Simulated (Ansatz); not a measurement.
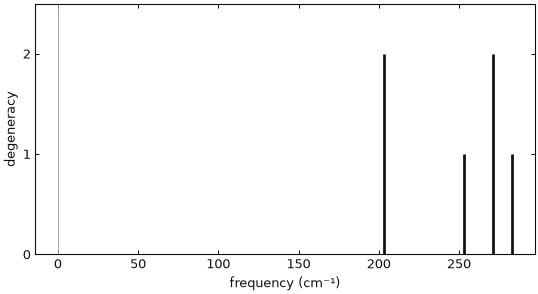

The figure shows the zone-centre optical phonon frequencies (the three acoustic modes are left out) for PtSe₂, space group P-3m1 (No. 164).

Starting cell:
```cif
data_structure
_symmetry_space_group_name_H-M 'P 1'
_symmetry_Int_Tables_number 1
_cell_length_a 3.6180
_cell_length_b 3.6180
_cell_length_c 4.1437
_cell_angle_alpha 90.000
_cell_angle_beta 90.000
_cell_angle_gamma 120.000
_cell_volume 46.97
loop_
_atom_site_label
_atom_site_type_symbol
_atom_site_fract_x
_atom_site_fract_y
_atom_site_fract_z
_atom_site_occupancy
Pt1 Pt 0.00000 0.00000 0.00000 1
Se1 Se 0.33333 0.66667 0.29594 1
Se2 Se 0.66667 0.33333 0.70406 1
```

Computed with Ansatz 0.2.0: harmonic phonon frequencies at the zone centre with atoms at rest in the given cell, without the long-range term of polar modes, the three translations left out, imaginary frequencies are negative; plane waves with PAW datasets, Γ-centred k mesh. Level: PBE, no spin polarisation.

- wave cutoff: 420 eV
- k mesh: 12×12×10
- occupations: Fermi–Dirac
- smearing width: 0.15 eV
- pressure: 40 GPa
- phonon method: linear response

Question: What do the frequencies say about stability?

Answer: No frequency is imaginary, so the structure is stable to these displacements (zone-boundary modes weren't tested here).

Question: What is the highest frequency?

Answer: The highest mode lies at 283.0 cm⁻¹.

Question: List the optical modes with their degeneracies.

Answer: 203.4 (×2), 253.0, 271.1 (×2), 283.0 cm⁻¹.

Caveats: metal sensitive to the k mesh.
